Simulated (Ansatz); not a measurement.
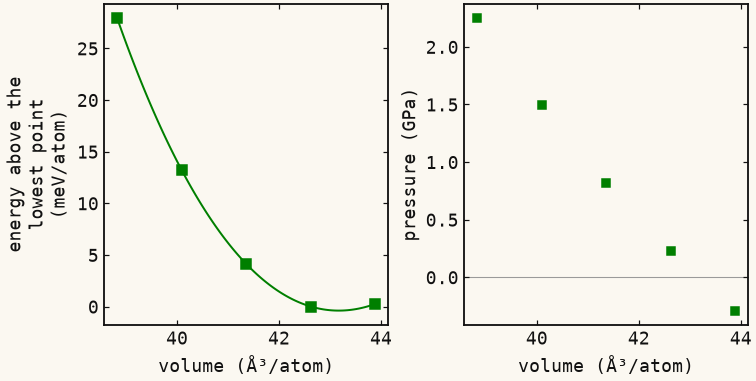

Plotted: energy above the lowest point and pressure against volume for Ca, space group Fm-3m (No. 225) (one of a set of cubic test structures, which need not be the stable phase).

Method: equation of state of a cubic crystal from periodic Kohn-Sham density functional theory without spin, third-order Birch-Murnaghan fit to the free energies; pressure corrected for the finite basis (Ansatz 0.2.0 development build). Level: r2SCAN.

structure type fcc; atoms in cell 1; space group number 225; lattice centring face-centred primitive; k mesh 11×11×11; occupation method Fermi–Dirac; occupation width 0.1 eV; wave cutoff 500 eV; datasets soft-1 PAW; density tolerance 1e−07 eV; bands 9; density cutoff ratio 4; search for lower states default.

> What equilibrium volume and bulk modulus follow from the curve?

A third-order Birch–Murnaghan fit gives V0 = 43.17 Å³/atom, B0 = 17.9 GPa and B′ = 3.2.

> Read off the course of the pressure.

It falls from 2.248 GPa at volume 38.83 Å³/atom to −0.290 GPa at 43.89 Å³/atom, and changes sign near 43.2 Å³/atom.
